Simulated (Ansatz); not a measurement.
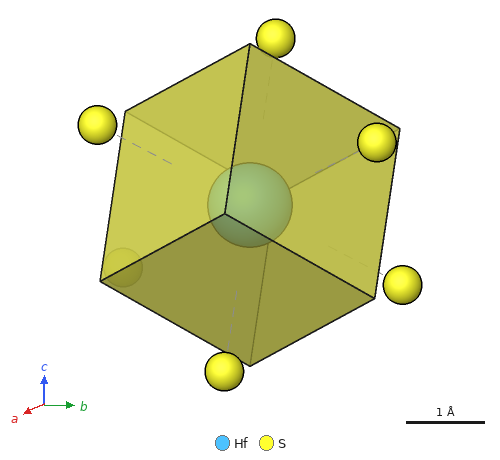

Voronoi cell (the region closer to this atom than to any other), computed from the atomic positions without radii. Central atom: Hf (1a) in HfS2; faces take the colour of the neighbour behind them. Geometry: the structure of a calculation's input, shown in its standard cell.

HfS2, space group P-3m1 (No. 164), a = 3.630 Å, b = 3.630 Å, c = 5.879 Å, α = 90.00°, β = 90.00°, γ = 120.00°

```json
{"site": "Hf", "Wyckoff": "1a", "x": "0.0000", "y": "0.0000", "z": "0.0000"}
{"site": "S", "Wyckoff": "2d", "x": "0.6667", "y": "0.3333", "z": "0.7554"}
```

Q: What is the volume of this Voronoi cell?

A: 16.4 Å³, against a mean of 22.4 Å³ per atom in this structure.

Q: Which neighbours share a face with the central atom?

A: 6 S (100 % of the solid angle).
